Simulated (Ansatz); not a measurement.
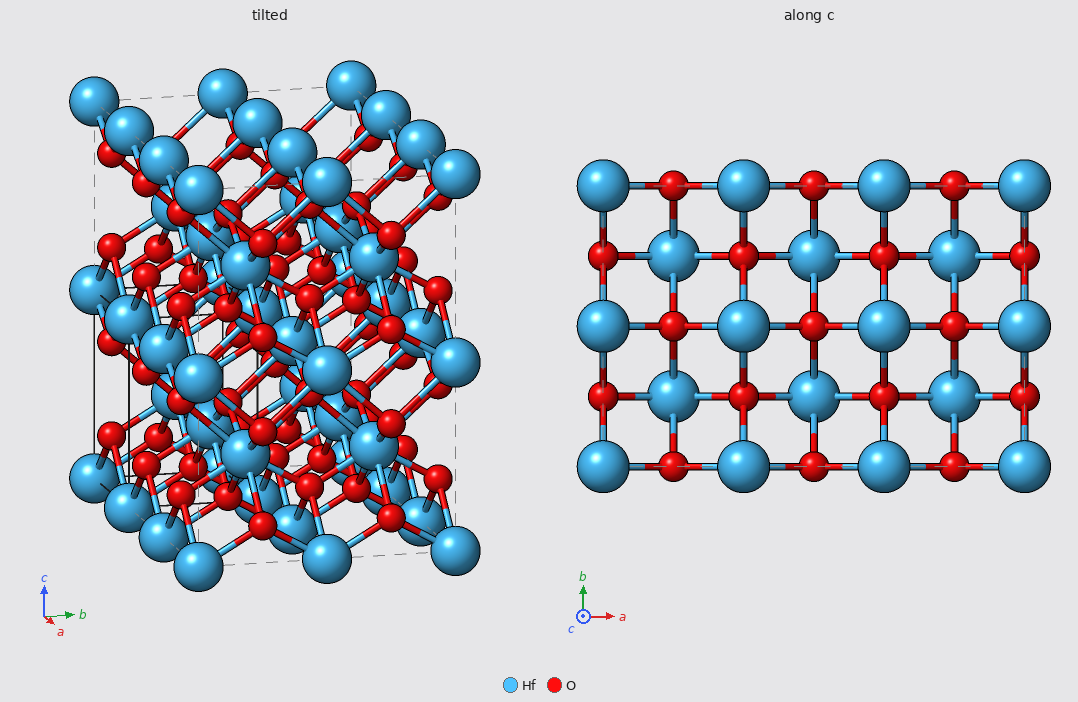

This ball-and-stick model is shown slightly off an axis and along the c axis. Solid lines give the conventional unit cell, repeated here 3×2×2 times.

HfO2, space group P4_2/nmc (No. 137), a = 3.58 Å, b = 3.58 Å, c = 5.20 Å, α = 90.00°, β = 90.00°, γ = 90.00°.

Computational set-up: DFT, HSE06, plane waves, PAW in Ansatz, plane waves to 420 eV, a 4×4×2 mesh of k-points, no spin polarisation.

Does it come out as a metal, or with a gap?

An insulator at this level, with a gap of 6.37 eV, indirect; the smallest direct gap is 6.44 eV.

How far is the cell from zero pressure?

The computed pressure is 0.0 GPa, close to zero.

Provenance: a structure listed in the Materials Project. Earlier steps of the study may have refined or changed the cell and positions. Ansatz was used for an electronic-structure calculation on it.
